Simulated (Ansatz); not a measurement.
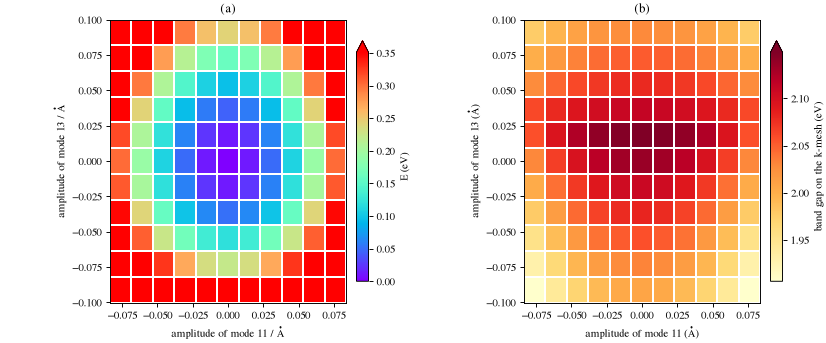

GaN (P6_3mc, No. 186; 8 atoms in the cell). 
- The energy is mapped over two normal modes frozen in (zone-centre modes of the 8-atom cell of this scan, which folds in the wave vector (0, 1/2, 0) of the primitive cell).
- Coordinates scanned: (1) amplitude of mode 11 (318 cm⁻¹), largest displacement; (2) amplitude of mode 13 (538 cm⁻¹), largest displacement.
- Nothing is relaxed (the cell and all other modes fixed).
- The scan uses an 11 × 11 grid; 66 points were computed and 55 follow by symmetry.
- Points are written as (first, second).
- All energies are given in eV per cell relative to the lowest grid point.
- Theory: DFT LDA, scalar-relativistic, plane waves, PAW in Ansatz. Settings: cutoff 520 eV, k-mesh 8×6×6 in the order of the run's cell vectors, gaussian smearing 0.05 eV, no spin polarisation.

Panel (a) is the energy and panel (b) the computed band gap on the k-mesh on the same grid.

The picture shows one coloured cell a grid point, one colour for all values above the top of the scale.

**How does the band gap on the k-mesh vary over the map, and what is it at the lowest grid point?**

It runs from 1.91 eV at (−0.076 Å, −0.091 Å) to 2.15 eV at (0.000 Å, 0.018 Å). At the lowest grid point, (0.000 Å, 0.000 Å), it is 2.14 eV.

PAW datasets: the set soft_1.
